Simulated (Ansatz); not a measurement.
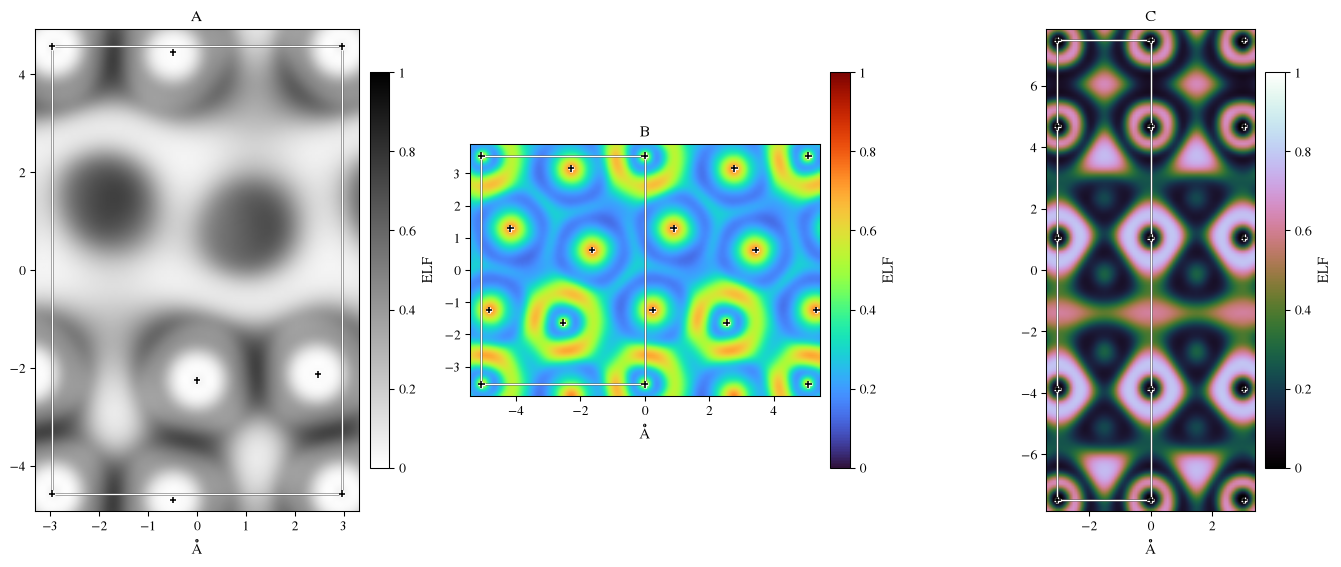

The ELF of 3 systems, each on a plane through atoms (crosses mark nuclei in the plane).

These are results of DFT PBEsol, scalar-relativistic, plane waves, PAW in Ansatz, not measurements.

System 1: Ti$_{3}$C$_{2}$, the (010) plane of the conventional cell. Space group P6₃/mmc; a structure from a database of computed crystals, not necessarily the ambient phase; computed without spin polarisation.

```
CELL_PARAMETERS angstrom
3.04209 0.00000 0.00000
-1.52104 2.63453 0.00000
0.00000 0.00000 14.98465
ATOMIC_POSITIONS crystal
Ti 0.33333 0.66667 0.84379
Ti 0.66667 0.33333 0.34379
Ti 0.66667 0.33333 0.15621
Ti 0.33333 0.66667 0.65621
Ti 0.00000 0.00000 0.00000
Ti 0.00000 0.00000 0.50000
C 0.66667 0.33333 0.91438
C 0.33333 0.66667 0.41438
C 0.66667 0.33333 0.58562
C 0.33333 0.66667 0.08562
```

System 2: SiNi$_{2}$, the (010) plane of the conventional cell. Space group Pnma; changed on purpose from its base cell (volume × 1.06, shape and atoms relaxed); computed pressure about −11 GPa in this cell; computed without spin polarisation.

```
Si Ni
1.0
     5.07885    0.00000    0.00000
     0.00000    3.74306    0.00000
     0.00000    0.00000    7.10344
Si Ni
4 8
Direct
  0.28351 0.75000 0.61537
  0.71649 0.25000 0.38463
  0.21649 0.25000 0.11537
  0.78351 0.75000 0.88463
  0.96059 0.75000 0.20224
  0.03941 0.25000 0.79776
  0.53941 0.25000 0.70224
  0.46059 0.75000 0.29776
  0.83145 0.75000 0.56012
  0.16855 0.25000 0.43988
  0.66855 0.25000 0.06012
  0.33145 0.75000 0.93988
```

System 3: Ge, the (101) plane of the conventional cell. Space group P4₃2₁2.

```xyz
12
Lattice="5.9247 0.0000 0.0000 0.0000 5.9247 0.0000 0.0000 0.0000 6.9712" Properties=species:S:1:pos:R:3 pbc="T T T"
Ge    0.5254    0.5254    0.0000
Ge    2.4370    3.4878    5.2284
Ge    5.3993    5.3993    3.4856
Ge    3.4878    2.4370    1.7428
Ge    1.0170    2.1888    1.7901
Ge    0.7736    3.9793    0.0473
Ge    4.9077    3.7359    5.2757
Ge    5.1511    1.9454    3.5329
Ge    3.9793    0.7736    6.9238
Ge    3.7359    4.9077    1.6955
Ge    1.9454    5.1511    3.4382
Ge    2.1888    1.0170    5.1810
```

> Match each panel to its system.

Panel A is system 3, Ge: the plane holds Ge. Ge–Ge (2.48 Å): the ELF peaks at about 0.75 between the atoms. Panel B is system 2, SiNi$_{2}$: the plane holds Si and Ni. Si–Ni (2.32 Å): the ELF peaks at about 0.70 in the valence shell of Si, 0.9 Å from its nucleus, and is about 0.50 at the midpoint. Panel C is system 1, Ti$_{3}$C$_{2}$: the plane holds Ti and C. Ti–Ti (2.81 Å): the ELF is about 0.10 at the midpoint (no shared electron pair shows on this line).
